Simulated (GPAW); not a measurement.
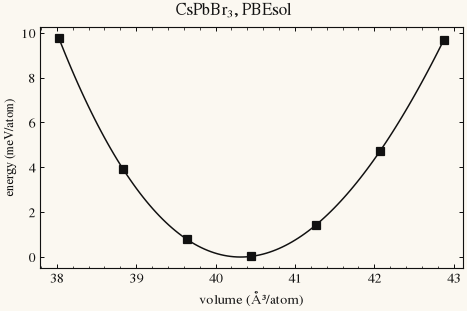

Plotted: energy against volume for CsPbBr₃, space group Pm-3m (No. 221).

The given structure:
```xyz
5
Lattice="5.8700 0.0000 0.0000 0.0000 5.8700 0.0000 0.0000 0.0000 5.8700" Properties=species:S:1:pos:R:3 pbc="T T T"
Pb    2.9350    2.9350    2.9350
Cs    0.0000    0.0000    0.0000
Br    2.9350    2.9350    0.0000
Br    2.9350    0.0000    2.9350
Br    0.0000    2.9350    2.9350
```

Calculation (GPAW 26.7.0): PAW DFT in plane waves, on a grid or in atomic orbitals, no spin polarisation; energies at scaled volumes of the given cell, shape and fractions fixed, counted from the fit's minimum, third-order Birch-Murnaghan fit. Level: PBEsol.

| setting | value |
| --- | --- |
| k mesh | 5×5×5 |
| occupations | Fermi–Dirac |
| smearing width | 0.05 eV |
| potentials | PAW data sets made by gpaw setup for the functional |
| wave cutoff | 600 eV |
| program settings | basis pw |

From this curve and the settings, what does the calculation give for the pressure at the same points?

The pressure falls from 1.43 GPa at volume 38.03 Å³/atom to −1.15 GPa at 42.88 Å³/atom, and changes sign near 40.31 Å³/atom.

```tsv
volume (Å³/atom)	pressure (GPa)
38.03	1.43
38.83	0.87
39.64	0.37
40.45	-0.08
41.26	-0.48
42.07	-0.84
42.88	-1.15
```

Note: spin-orbit coupling left out, heavy elements.
